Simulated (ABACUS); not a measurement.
Band-structure run, with input and output: Mg$_{3}$Sb$_{2}$ (part 2 of 2)

Continued. System: Mg$_{3}$Sb$_{2}$ (P-3m1, 5 atoms in the cell). Method: Kohn-Sham DFT of a periodic cell, LDA, PseudoDojo NC SR 0.4.1 LDA standard, no spin polarisation (ABACUS 3.10.1); cutoff 1142.88 eV, 6×6×3 k-mesh, fermi-dirac of 0.05 eV. The structure derives from an entry of the Crystallography Open Database.

Geometry of the input (Å; fractional positions):
```
4.5820  0.0000  0.0000
-2.2910  3.9681  0.0000
0.0000  0.0000  7.2440
Sb 0.6667  0.3333  0.7650
Sb 0.3333  0.6667  0.2350
Mg 0.0000  0.0000  0.0000
Mg 0.6667  0.3333  0.3700
Mg 0.3333  0.6667  0.6300
```

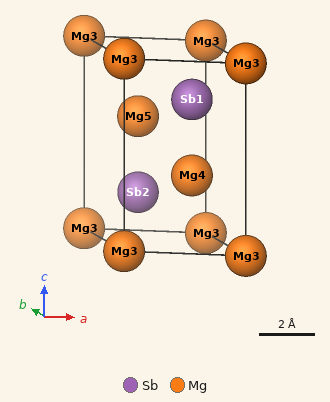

Figure 1. The structure as given in the input (spheres-only view of the cell of the calculation, seen slightly off an axis; atoms are numbered from 1 in the order of the input). An atom can appear more than once, as a periodic image.

What the program printed, continued:
```
----------------------------------------------------------
     Energy           Rydberg                 eV
----------------------------------------------------------
 E_KohnSham     -718.7257139138      -9778.7650083460
 E_Harris       -719.5557592081      -9790.0583539468
 E_Fermi        0.5285666289         7.1915179258
----------------------------------------------------------

 PW ALGORITHM --------------- ION=   1  ELEC=   3--------------------------------

 Density error is 0.00057645094771
                          Error Threshold = 9.0131977369e-06
----------------------------------------------------------
     Energy           Rydberg                 eV
----------------------------------------------------------
 E_KohnSham     -718.7260504617      -9778.7695873150
 E_Harris       -718.7675630753      -9779.3343953987
 E_Fermi        0.5273352624         7.1747643243
----------------------------------------------------------

 PW ALGORITHM --------------- ION=   1  ELEC=   4--------------------------------

 Density error is 1.37176660199e-05
                          Error Threshold = 9.60751579517e-07
----------------------------------------------------------
     Energy           Rydberg                 eV
----------------------------------------------------------
 E_KohnSham     -718.7260967203      -9778.7702166956
 E_Harris       -718.7400951579      -9778.9606752103
 E_Fermi        0.5276735931         7.1793675498
----------------------------------------------------------

 PW ALGORITHM --------------- ION=   1  ELEC=   5--------------------------------

 Density error is 5.44206248121e-07
                          Error Threshold = 2.28627766999e-08
----------------------------------------------------------
     Energy           Rydberg                 eV
----------------------------------------------------------
 E_KohnSham     -718.7261000632      -9778.7702621771
 E_Harris       -718.7221286717      -9778.7162286241
 E_Fermi        0.5276322819         7.1788054821
----------------------------------------------------------

 PW ALGORITHM --------------- ION=   1  ELEC=   6--------------------------------

 Density error is 8.20859801652e-08
                          Error Threshold = 9.07010413535e-10
----------------------------------------------------------
     Energy           Rydberg                 eV
----------------------------------------------------------
 E_KohnSham     -718.7261001630      -9778.7702635357
 E_Harris       -718.7253232367      -9778.7596929109
 E_Fermi        0.5276566378         7.1791368621
----------------------------------------------------------

 PW ALGORITHM --------------- ION=   1  ELEC=   7--------------------------------

 Density error is 3.67429124022e-09
                          Error Threshold = 1.36809966942e-10
----------------------------------------------------------
     Energy           Rydberg                 eV
----------------------------------------------------------
 E_KohnSham     -718.7261001743      -9778.7702636889
 E_KS(sigma->0) -718.7260409325      -9778.7694576632
 E_Harris       -718.7260053403      -9778.7689734060
 E_band         -105.3437316721      -1433.2749993242
 E_one_elec     -444.6840895891      -6050.2374283547
 E_Hartree      227.7227940292       3098.3275632777
 E_xc           -135.7098165208      -1846.4267792173
 E_Ewald        -366.0548696100      -4980.4320073432
 E_entropy(-TS) -0.0001184835        -0.0016120513
 E_descf        0.0000000000         0.0000000000
 E_exx          0.0000000000         0.0000000000
 E_Fermi        0.5276623996         7.1792152553
----------------------------------------------------------

 charge density convergence is achieved
 final etot is -9778.7702637 eV
 EFERMI = 7.1792152553 eV

 STATE ENERGY(eV) AND OCCUPATIONS    NSPIN == 1
 1/5 kpoint (Cartesian) = 0.0000 0.0000 0.0000 (11559 pws)
       1       -69.1723      0.0185185
       2       -68.3876      0.0185185
       3       -68.3864      0.0185185
       4       -36.5745      0.0185185
       5       -36.5685      0.0185185
       6       -36.5685      0.0185185
       7       -35.8202      0.0185185
       8       -35.8202      0.0185185
       9       -35.8170      0.0185185
      10       -35.8144      0.0185185
      11       -35.8144      0.0185185
      12       -35.8112      0.0185185
      13       -20.9872      0.0185185
      14       -20.9872      0.0185185
      15       -20.9871      0.0185185
      16       -20.9871      0.0185185
      17       -20.9790      0.0185185
      18       -20.9790      0.0185185
      19       -20.9677      0.0185185
      20       -20.9677      0.0185185
      21       -20.9653      0.0185185
      22       -20.9653      0.0185185
      23       -3.14751      0.0185185
      24       -1.96106      0.0185185
      25        2.29768      0.0185185
      26        6.09616      0.0185185
      27        6.09616      0.0185185
      28        6.80189      0.0185087
      29        6.80189      0.0185087
      30        7.11138      0.0147262
      31        8.11627    1.34402e-10
      32        8.37866    7.06844e-13
      33        10.2754    2.36718e-29
      34        10.2754    2.36718e-29
      35        11.2275    1.27182e-37
      36        11.3043    2.73838e-38
      37        11.3043    2.73838e-38
      38        12.1292    1.87226e-45
      39        12.3647    1.68655e-47
      40        12.3647    1.68655e-47
      41        12.6694    3.80403e-50
      42        12.6694    3.80403e-50

 2/5 kpoint (Cartesian) = -0.036374 0.021001 0.0000 (11572 pws)
       1       -69.1723       0.111111
       2       -68.3875       0.111111
       3       -68.3865       0.111111
       4       -36.5745       0.111111
       5       -36.5685       0.111111
       6       -36.5685       0.111111
       7       -35.8204       0.111111
       8       -35.8204       0.111111
       9       -35.8178       0.111111
      10       -35.8142       0.111111
      11       -35.8136       0.111111
      12       -35.8112       0.111111
      13       -20.9876       0.111111
      14       -20.9871       0.111111
      15       -20.9871       0.111111
      16       -20.9866       0.111111
      17       -20.9787       0.111111
      18       -20.9787       0.111111
      19       -20.9676       0.111111
      20       -20.9675       0.111111
      21       -20.9655       0.111111
      22       -20.9650       0.111111
      23       -2.96454       0.111111
      24       -1.85929       0.111111
      25        2.53504       0.111111
      26        4.72076       0.111111
      27        5.47422       0.111111
      28        5.66695       0.111111
      29        6.74391       0.111093
      30        6.86908       0.110887
      31        8.84074    4.11087e-16
      32        9.28561    5.62127e-20
      33        10.0745    7.89550e-27
      34        10.5764    3.45488e-31
      35        10.6158    1.56979e-31
      36        11.0131    5.56308e-35
      37        11.3288    1.00587e-37
      38        11.8496    3.01373e-42
      39        12.3058    3.28435e-46
      40        12.5729    1.57343e-48
      41        13.7382    1.18815e-58
      42        14.0407    2.80230e-61

 3/5 kpoint (Cartesian) = -0.072748 0.042001 0.0000 (11542 pws)
       1       -69.1723       0.111111
       2       -68.3873       0.111111
       3       -68.3866       0.111111
       4       -36.5745       0.111111
       5       -36.5686       0.111111
       6       -36.5685       0.111111
       7       -35.8207       0.111111
       8       -35.8207       0.111111
       9       -35.8188       0.111111
      10       -35.8139       0.111111
      11       -35.8124       0.111111
      12       -35.8112       0.111111
      13       -20.9883       0.111111
      14       -20.9872       0.111111
      15       -20.9867       0.111111
      16       -20.9857       0.111111
      17       -20.9781       0.111111
      18       -20.9781       0.111111
      19       -20.9674       0.111111
      20       -20.9671       0.111111
      21       -20.9659       0.111111
      22       -20.9645       0.111111
      23       -2.48784       0.111111
      24       -1.68282       0.111111
      25        3.06713       0.111111
      26        3.32790       0.111111
      27        4.05439       0.111111
      28        5.13230       0.111111
      29        5.90925       0.111111
      30        6.45104       0.111111
      31        7.94048    2.71318e-08
      32        9.25446    1.04805e-19
      33        9.58380    1.44475e-22
      34        10.2337    3.26994e-28
      35        11.3785    3.72574e-38
      36        12.1402    9.02610e-45
      37        12.5716    1.61430e-48
      38        12.7952    1.84631e-50
      39        13.8499    1.27297e-59
      40        14.3657    4.21333e-64
      41        14.3976    2.22592e-64
      42        14.7913    8.46544e-68

 4/5 kpoint (Cartesian) = 0.10912 0.18901 0.0000 (11526 pws)
       1       -69.1723      0.0555556
       2       -68.3872      0.0555556
       3       -68.3868      0.0555556
       4       -36.5745      0.0555556
       5       -36.5686      0.0555556
       6       -36.5685      0.0555556
       7       -35.8208      0.0555556
       8       -35.8208      0.0555556
       9       -35.8192      0.0555556
      10       -35.8138      0.0555556
      11       -35.8118      0.0555556
      12       -35.8114      0.0555556
      13       -20.9886      0.0555556
      14       -20.9872      0.0555556
      15       -20.9865      0.0555556
      16       -20.9853      0.0555556
      17       -20.9778      0.0555556
      18       -20.9778      0.0555556
      19       -20.9672      0.0555556
      20       -20.9669      0.0555556
      21       -20.9663      0.0555556
      22       -20.9643      0.0555556
      23       -2.09699      0.0555556
      24       -1.69484      0.0555556
      25        2.56750      0.0555556
      26        3.43091      0.0555556
      27        3.99745      0.0555556
      28        4.92945      0.0555556
      29        4.95053      0.0555556
      30        6.30175      0.0555556
      31        7.62909    6.87244e-06
      32        9.13424    5.80172e-19
      33        9.23468    7.78288e-20
      34        10.0321    9.21522e-27
      35        12.3845    3.40709e-47
      36        12.4638    6.97830e-48
      37        12.8526    2.92608e-51
      38        13.5382    3.24570e-57
      39        14.8511    1.28010e-68
      40        15.1554    2.91086e-71
      41        15.3951    2.41393e-73
      42        15.4685    5.56091e-74

 5/5 kpoint (Cartesian) = -0.036374 0.063002 0.0000 (11555 pws)
       1       -69.1723       0.111111
       2       -68.3874       0.111111
       3       -68.3866       0.111111
       4       -36.5745       0.111111
       5       -36.5686       0.111111
       6       -36.5685       0.111111
       7       -35.8207       0.111111
       8       -35.8205       0.111111
       9       -35.8186       0.111111
      10       -35.8140       0.111111
      11       -35.8127       0.111111
      12       -35.8111       0.111111
      13       -20.9878       0.111111
      14       -20.9875       0.111111
      15       -20.9866       0.111111
      16       -20.9861       0.111111
      17       -20.9783       0.111111
      18       -20.9782       0.111111
      19       -20.9674       0.111111
      20       -20.9673       0.111111
      21       -20.9657       0.111111
      22       -20.9648       0.111111
      23       -2.63103       0.111111
      24       -1.71594       0.111111
      25        2.98834       0.111111
      26        3.88391       0.111111
      27        4.00990       0.111111
      28        5.24028       0.111111
      29        6.01995       0.111111
      30        6.30716       0.111111
      31        8.72745    3.96278e-15
      32        9.82770    1.09976e-24
      33        9.94981    9.56427e-26
      34        10.4131    9.04238e-30
      35        10.4643    3.25285e-30
      36        11.3662    4.76065e-38
      37        12.1144    1.51157e-44
      38        12.8058    1.49243e-50
      39        13.0728    7.15092e-53
      40        13.7680    6.55493e-59
      41        14.5644    7.92820e-66
      42        15.2277    1.37263e-71

------------------------------------------------------------------------------------------
 TOTAL-FORCE (eV/Angstrom)
------------------------------------------------------------------------------------------
                       Sb1         0.0000000000         0.0000000000         0.3304609231
                       Sb2         0.0000000000         0.0000000000        -0.3304609231
                       Mg1         0.0000000000         0.0000000000         0.0000000000
                       Mg2         0.0000000000         0.0000000000        -0.1592690922
                       Mg3         0.0000000000         0.0000000000         0.1592690922
------------------------------------------------------------------------------------------

----------------------------------------------------------------
 TOTAL-STRESS (KBAR)
----------------------------------------------------------------
       -22.3836746949        -0.0000000000         0.0000000000
         0.0000000000       -22.3836746954        -0.0000000000
         0.0000000000         0.0000000000       -13.8382336953
----------------------------------------------------------------
 TOTAL-PRESSURE: -19.535194 KBAR

 --------------------------------------------
 !FINAL_ETOT_IS -9778.7702636888516281 eV
 --------------------------------------------
```

Standard output:
```
ABACUS v3.10.1

               Atomic-orbital Based Ab-initio Computation at UStc

 dft_functional readin is: pz
 dft_functional in pseudopot file is: SLAPWNOGXNOGC
 Please make sure this is what you need
 dft_functional readin is: pz
 dft_functional in pseudopot file is: SLAPWNOGXNOGC
 Please make sure this is what you need

%%%%%%%%%%%%%%%%%%%%%%%%%%%%%%%%%%%%%%%%%%%%%%%%%%%%%%%%%%%%%%%%%%%%%%%%%%%%%%%%%%%%%%%%%%%%%%%%%%%%%%%%%
 Warning: the number of valence electrons in pseudopotential > 5 for Sb: [Kr] 4d10 5s2 5p3
 Warning: the number of valence electrons in pseudopotential > 2 for Mg: [Ne] 3s2
 Pseudopotentials with additional electrons can yield (more) accurate outcomes, but may be less efficient.
 If you're confident that your chosen pseudopotential is appropriate, you can safely ignore this warning.
%%%%%%%%%%%%%%%%%%%%%%%%%%%%%%%%%%%%%%%%%%%%%%%%%%%%%%%%%%%%%%%%%%%%%%%%%%%%%%%%%%%%%%%%%%%%%%%%%%%%%%%%%

 UNIFORM GRID DIM        : 54 * 54 * 80
 UNIFORM GRID DIM(BIG)   : 54 * 54 * 80
 ---------------------------------------------------------
 Self-consistent calculations for electrons
 ---------------------------------------------------------
 SPIN    KPOINTS         PROCESSORS  THREADS
 1       17              4           4
 ---------------------------------------------------------
 Use plane wave basis
 ---------------------------------------------------------
 ELEMENT NATOM       XC
 Sb      2
 Mg      3
 ---------------------------------------------------------
 Initial plane wave basis and FFT box
 ---------------------------------------------------------
 -------------------------------------------
 SELF-CONSISTENT :
 -------------------------------------------
 START CHARGE      : atomic
 ITER       ETOT/eV          EDIFF/eV         DRHO     TIME/s
 DA1     -9.77844676e+03   0.00000000e+00   1.6104e-01   7.41
 DA2     -9.77876501e+03  -3.18252173e-01   5.4079e-03   3.36
 DA3     -9.77876959e+03  -4.57896894e-03   5.7645e-04   3.47
 DA4     -9.77877022e+03  -6.29380621e-04   1.3718e-05   3.41
 DA5     -9.77877026e+03  -4.54814741e-05   5.4421e-07   4.49
 DA6     -9.77877026e+03  -1.35865595e-06   8.2086e-08   3.73
 DA7     -9.77877026e+03  -1.53124355e-07   3.6743e-09   3.36
----------------------------------------------------------------
 TOTAL-STRESS (KBAR)
----------------------------------------------------------------
       -22.3836746949        -0.0000000000         0.0000000000
         0.0000000000       -22.3836746954        -0.0000000000
         0.0000000000         0.0000000000       -13.8382336953
----------------------------------------------------------------
 TOTAL-PRESSURE: -19.535194 KBAR
```

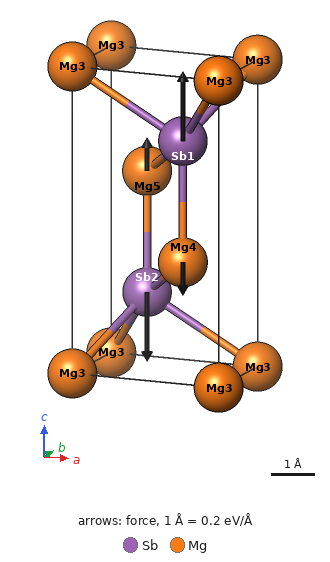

Figure 2. Forces on the atoms as black arrows (ball-and-stick view of the cell of the calculation, seen slightly off an axis; atoms are numbered from 1 in the order of the input). The largest act on Sb1, Sb2 (0.33 eV/Å); Mg4, Mg5 (0.16 eV/Å). The geometry is not a stationary point of this energy.
